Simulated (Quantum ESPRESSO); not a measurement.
# GaP (F-43m): from strain to phonon shift

How far does biaxial strain in the (001) plane shift the zone-centre optical mode of GaP (F-43m)?

Method: DFT PBE, scalar-relativistic, plane waves, GBRV ultrasoft pseudopotentials, in Quantum ESPRESSO 7.5.

**1. The relaxed structure**

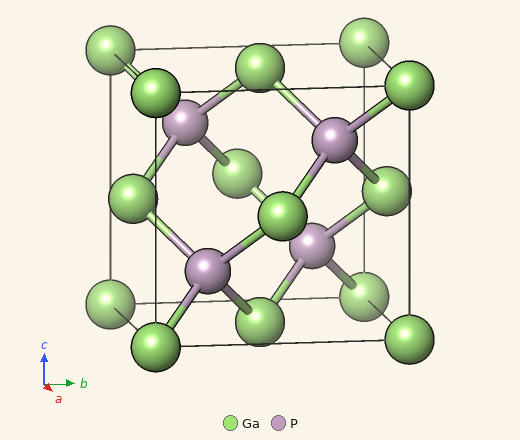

The starting structure, seen slightly off an axis (gallium green, phosphorus pink). This picture shows the conventional cell, with its axes. Bonds to atoms that aren't drawn are left out. Some periodic images of atoms are drawn too.

This is the cell after its relaxation at this level of theory, not the database cell from which that began.

**2. Uniaxial strain**

The relaxed cell is stretched along z alone. This keeps all atoms on sites fixed by symmetry and splits the threefold mode into a singlet, polarised along z, and a doublet. The macroscopic field is left out, so these are transverse modes. Cutoff 55 Ry, k mesh 8×8×8.

From the response at ε_zz = 0.01:

What it wrote:

```text
[banners, grids, parts of the stress and lines that vanish by symmetry left out]
Program PHONON v.7.5
     Reading xml data from directory:

[...]
Exchange-correlation= PBE
                           (   1   4   3   4   0   0   0)
[...]
kinetic-energy cut-off    =      55.0000  Ry
     charge density cut-off    =     440.0000  Ry
     convergence threshold     =      1.0E-18
[...]
Exchange-correlation= PBE
                           (   1   4   3   4   0   0   0)
[...]
q = (   0.0000000   0.0000000   0.0000000 )
      9 Sym.Ops. (with q -> -q+G )
     G cutoff =  608.4661  (  44311 G-vectors)     FFT grid: ( 50, 50, 50)
     G cutoff =  304.2330  (  15649 G-vectors)  smooth grid: ( 36, 36, 36)
     number of k points=    59
[...]
Mode symmetry, D_2d (-42m) point group:
[...]
Representation #   1 mode #   1
[...]
End of self-consistent calculation
     Convergence has been achieved
     Representation #   2 mode #   2
[...]
End of self-consistent calculation
     Convergence has been achieved
     Representation #   3 modes #   3   4
[...]
End of self-consistent calculation
     Convergence has been achieved
     Representation #   4 modes #   5   6
[...]
End of self-consistent calculation
     Convergence has been achieved
[...]
q = (    0.000000000   0.000000000   0.000000000 )
[...]
freq (    1) =       0.028633 [THz] =       0.955106 [cm-1]
     freq (    2) =       0.104703 [THz] =       3.492512 [cm-1]
     freq (    3) =       0.104703 [THz] =       3.492512 [cm-1]
     freq (    4) =      10.228163 [THz] =     341.174781 [cm-1]
     freq (    5) =      10.228163 [THz] =     341.174781 [cm-1]
     freq (    6) =      10.231383 [THz] =     341.282211 [cm-1]
[...]
Mode symmetry, D_2d (-42m) point group:
     freq (   1-   1) =          1.0  [cm-1]   --> B_2  X_3  W_2   I+R
     freq (   2-   3) =          3.5  [cm-1]   --> E    X_5  W_3   I+R
     freq (   4-   5) =        341.2  [cm-1]   --> E    X_5  W_3   I+R
     freq (   6-   6) =        341.3  [cm-1]   --> B_2  X_3  W_2   I+R

   JOB DONE.
```

| ε_zz | singlet (cm⁻¹) | doublet (cm⁻¹) | σ_zz (GPa) | σ_xx (GPa) |
| --- | --- | --- | --- | --- |
| -0.01 | 349.43 | 349.76 | -1.434 | -0.714 |
| -0.005 | 347.45 | 347.59 | -0.793 | -0.431 |
| 0 | 345.44 | 345.44 | -0.159 | -0.159 |
| 0.005 | 343.38 | 343.30 | 0.468 | 0.102 |
| 0.01 | 341.28 | 341.17 | 1.087 | 0.352 |

Stress is counted positive in tension.

**3. The fit**

To first order ω² − ω₀² = p ε_zz + q (ε_xx + ε_yy) for the mode along z, and likewise for x and y. With ε_zz alone the singlet gives p and the doublet q.

The linear terms of parabolas through ω² are p = -2.36 ω₀² and q = -2.49 ω₀², with ω₀ = 345.4 cm⁻¹. Those of the stresses are C11 = 126 GPa and C12 = 53 GPa. Under hydrostatic strain p and q imply γ = −(p + 2q)/(6 ω₀²) = 1.22.

A layer held to an in-plane strain ε and free along z takes ε_zz = −2 (C12/C11) ε = -0.846 ε. To first order the singlet then shifts by (q − p C12/C11) ε / ω₀ = -514 ε cm⁻¹. For ε = 0.006, ε_zz = -0.00507, the formulas for ω² predict 342.34 cm⁻¹ for the singlet and 342.58 cm⁻¹ for the doublet.

**4. A biaxially strained cell**

This run was no part of the fit.

What it wrote:

```text
[banners, grids, parts of the stress and lines that vanish by symmetry left out]
[banner, memory and clock lines left out]
Program PHONON v.7.5

[...]
Exchange-correlation= PBE
                           (   1   4   3   4   0   0   0)
[...]
kinetic-energy cut-off    =      55.0000  Ry
     charge density cut-off    =     440.0000  Ry
     convergence threshold     =      1.0E-18
[...]
Exchange-correlation= PBE
                           (   1   4   3   4   0   0   0)
[...]
q = (   0.0000000   0.0000000   0.0000000 )
      9 Sym.Ops. (with q -> -q+G )
     G cutoff =  602.9906  (  44183 G-vectors)     FFT grid: ( 50, 50, 50)
     G cutoff =  301.4953  (  15577 G-vectors)  smooth grid: ( 36, 36, 36)
     number of k points=    59
[...]
Mode symmetry, D_2d (-42m) point group:
[...]
Representation #   1 mode #   1
[...]
End of self-consistent calculation
     Convergence has been achieved
     Representation #   2 mode #   2
[...]
End of self-consistent calculation
     Convergence has been achieved
     Representation #   3 modes #   3   4
[...]
End of self-consistent calculation
     Convergence has been achieved
     Representation #   4 modes #   5   6
[...]
End of self-consistent calculation
     Convergence has been achieved
[...]
q = (    0.000000000   0.000000000   0.000000000 )
[...]
freq (    1) =      -0.045601 [THz] =      -1.521084 [cm-1]
     freq (    2) =       0.088502 [THz] =       2.952104 [cm-1]
     freq (    3) =       0.088502 [THz] =       2.952104 [cm-1]
     freq (    4) =      10.263962 [THz] =     342.368928 [cm-1]
     freq (    5) =      10.269061 [THz] =     342.539000 [cm-1]
     freq (    6) =      10.269061 [THz] =     342.539000 [cm-1]
[...]
Mode symmetry, D_2d (-42m) point group:
     freq (   1-   1) =         -1.5  [cm-1]   --> B_2  X_3  W_2   I+R
     freq (   2-   3) =          3.0  [cm-1]   --> E    X_5  W_3   I+R
     freq (   4-   4) =        342.4  [cm-1]   --> B_2  X_3  W_2   I+R
     freq (   5-   6) =        342.5  [cm-1]   --> E    X_5  W_3   I+R
```

| mode | predicted (cm⁻¹) | run (cm⁻¹) |
| --- | --- | --- |
| singlet | 342.34 | 342.37 |
| doublet | 342.58 | 342.54 |

The stress along z is -0.157 GPa and that in the plane 0.632 GPa; the unstrained cell carries -0.159 GPa.

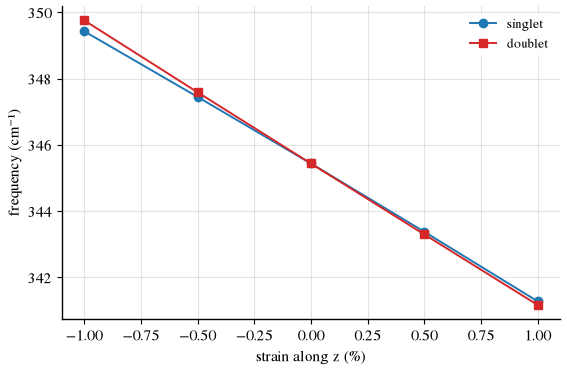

The two components under uniaxial strain.

**5. What came out**

| Property | Result |
| --- | --- |
| p (in units of the squared frequency) | -2.358 |
| q (same units) | -2.486 |
| shift of the singlet per unit of biaxial strain | -514 cm⁻¹ |
| C11 and C12 | 126 and 53 GPa |

What this shows: To first order, one per cent of tensile biaxial strain moves the singlet of GaP (F-43m) by -5.1 cm⁻¹ and the doublet by -4.7 cm⁻¹; the formulas miss the test run by up to 0.04 cm⁻¹. In backscattering from (001) the mode polarised along z is the one seen in diamond and zinc-blende crystals; in a polar crystal it is the LO mode, whose potentials differ somewhat from these. The third potential, r, needs shear strain and a relaxation of the atoms, which was not run. These are harmonic values at zero temperature.

[Host names and launcher messages were left out of these logs when they were recorded.]

[Logs are printed without paths, hosts, clocks, repeated set-up lines and the standing remarks that a program may print on its own settings, such as how far it seeks lower states.]

[Hosts, paths, dates, database ids (printed as entryN), source tags and the programs' standing remarks are cut or masked in the printed files.]
